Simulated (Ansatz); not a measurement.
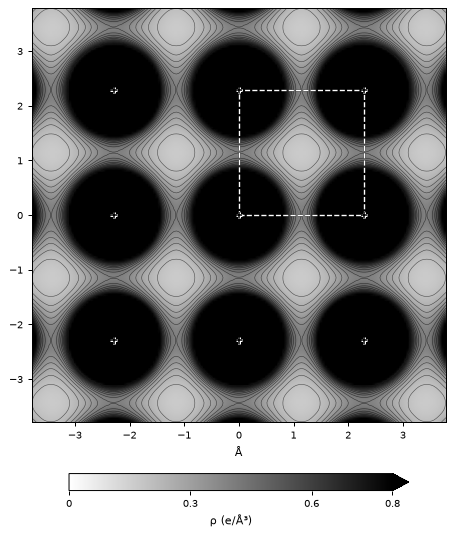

The valence charge density (pseudo) on a plane through atoms (crosses mark nuclei in the plane).

Computed with DFT, r2SCAN0, plane waves (500 eV) with PAW, scalar-relativistic in Ansatz 0.2.0.

Candidates:
A. Ni, a = 2.29 Å, b = 2.29 Å, c = 2.29 Å, α = 90.00°, β = 90.00°, γ = 90.00°. Space group Pm-3m; set up as Ni, simple cubic; a generated structure, not necessarily the stable one; computed without spin polarisation.
B. Mo, a = 3.99 Å, b = 3.99 Å, c = 3.99 Å, α = 90.00°, β = 90.00°, γ = 90.00°. Space group Fm-3m; set up as Mo, fcc; a generated structure, not necessarily the stable one; computed without spin polarisation.

Q: Which candidate gave the map?

A: Candidate A: Ni on the (010) plane of the conventional cell, which holds Ni. Ni–Ni (2.29 Å): ρ is about 0.4 e/Å³ halfway.
